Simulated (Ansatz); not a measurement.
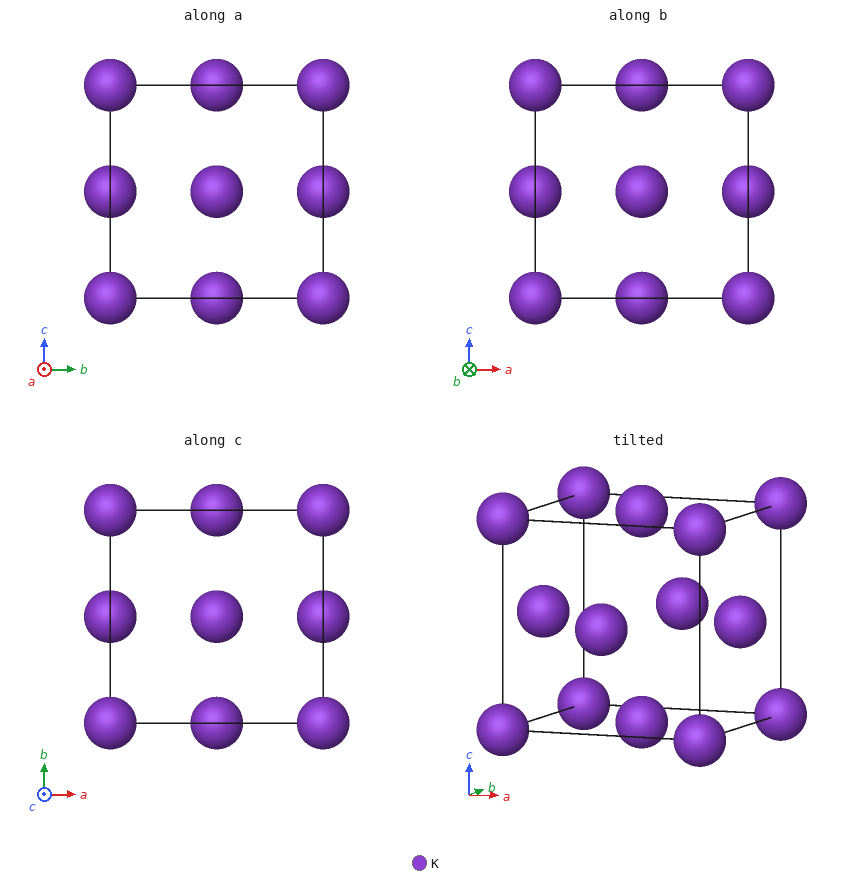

Spheres-only drawing of the structure, looking along the a axis, along the b axis, along the c axis and slightly off an axis. The edges of the conventional unit cell are marked.

Lattice parameters: a = 6.589 Å, b = 6.589 Å, c = 6.589 Å, α = 90.00°, β = 90.00°, γ = 90.00°.

Question: Put the structure into a table of Wyckoff sites.

Answer: Space group Fm-3m (No. 225).
```csv
atom,site,x,y,z
K,4a,0.0000,0.0000,0.0000
```

Provenance: a structure type filled with this element by a generator (whether the element takes this form wasn't checked). Earlier steps of the study may have refined or changed the cell and positions. A calculation with Ansatz used it as input.
